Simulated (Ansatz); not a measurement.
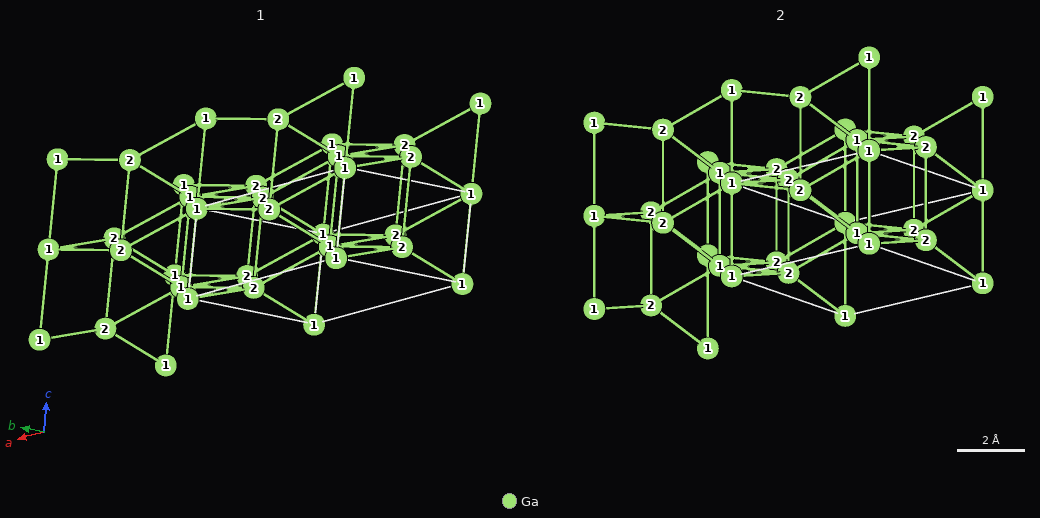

Two geometries of crystalline Ga (a generated structure, set up in I4_1/amd), drawn at one scale. One is the start of a relaxation, the other its converged end. The picture is a ball-and-stick view of the conventional cell (2 times the calculation's cell), repeated 2 × 1 × 2 with one cell outlined, seen from a free direction. Lengths and directions refer to the drawn axes.

The calculation used Ansatz 0.2.0, DFT, revPBE, plane waves (420 eV) with PAW, scalar-relativistic. Set-up: plane-wave cutoff 420 eV; k-point mesh 12 × 12 × 8; occupations fermi dirac; smearing width 0.1 eV; no spin polarisation; cell and atoms relaxed; force threshold 0.01 eV/Å; at most 60 steps.

Which one is relaxed?

Answer. Structure 1 is the relaxed one. Phase: beta-Sn type. After 12 accepted moves (15 points after the start) the energy has fallen by 59.2 meV per cell of the calculation. Largest force component: 0.00035 eV/Å at the start, 0.001 eV/Å at the end. Pressure: −0.61 GPa at the start and 0.01 GPa at the end. The line search rejected the trial step at point 8 of the run. At 2 points the geometry stayed and the basis and grid were re-selected for the new cell (energy shift of 2.0 meV per cell of the calculation at most each time). The largest moves relative to the cell, 0.075 Å, are those of Ga1 and Ga2. Ga1 goes along [1 −1 0]. The drawn cell changes as follows: a = b 5.322 → 5.398 Å (+1.4 %), c 2.906 → 2.835 Å (−2.4 %), α 90.0° → 97.9°, β 90.0° → 97.9°, γ 90.0° → 80.1°; the volume changes by −2.7 %. Among the contacts that change: Ga1–Ga1 2.906 → 2.835 Å, Ga1–Ga2 2.758 → 2.796 Å. Bond angles that change, for instance: Ga2–Ga1–Ga2 94.0° → 110.8°, Ga2–Ga1–Ga2 94.0° → 84.3°, Ga1–Ga1–Ga2 105.3° → 96.9°. The space group (tolerance 0.01 Å) goes from I4_1/amd (No. 141) to C2/c (No. 15). The run took 72 s on 2 threads of Intel(R) Xeon(R) 6975P-C (Granite Rapids) (shared host), peak memory 0.66 GiB.
